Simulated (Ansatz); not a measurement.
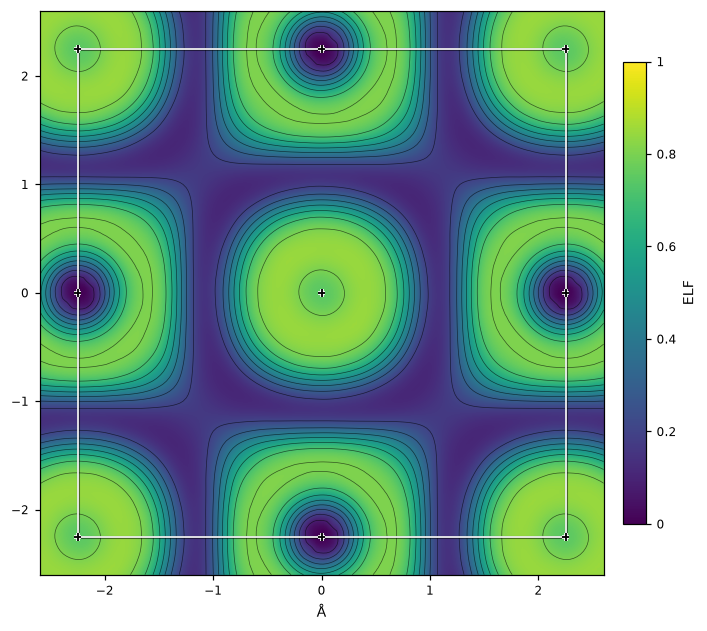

The electron localisation function on a plane through atoms (crosses mark nuclei in the plane).

Method: Ansatz 0.2.0, DFT PBEsol, scalar-relativistic, plane waves, PAW.

Candidates:
A. CoO, a = 3.04 Å, b = 3.04 Å, c = 6.70 Å, α = 90.00°, β = 90.01°, γ = 120.00°. Space group R-3m; spin-polarised.
B. HfN, a = 4.50 Å, b = 4.50 Å, c = 4.50 Å, α = 90.00°, β = 90.00°, γ = 90.00°. Space group Fm-3m; a structure from a database of computed crystals, not necessarily the ambient phase; computed without spin polarisation.
C. MoSe, a = 5.08 Å, b = 5.08 Å, c = 5.08 Å, α = 90.00°, β = 90.00°, γ = 90.00°. Space group Fm-3m; started from the rock salt prototype, which need not be the ambient phase; computed pressure about 7 GPa in this cell; the program warned that a starting moment wasn't kept; spin-polarised, but the moments vanished.

Which candidate gave the map?

Answer. Candidate B: HfN on the (001) plane of the conventional cell, which holds Hf and N. Hf–N (2.25 Å): the ELF peaks at about 0.80 in the valence shell of N, 0.6 Å from its nucleus, and drops to about 0.15 between the two atoms (no shared electron pair shows on this line). Hf–Hf (3.18 Å): the ELF is about 0.15 at the midpoint; no localised pair shows between them.
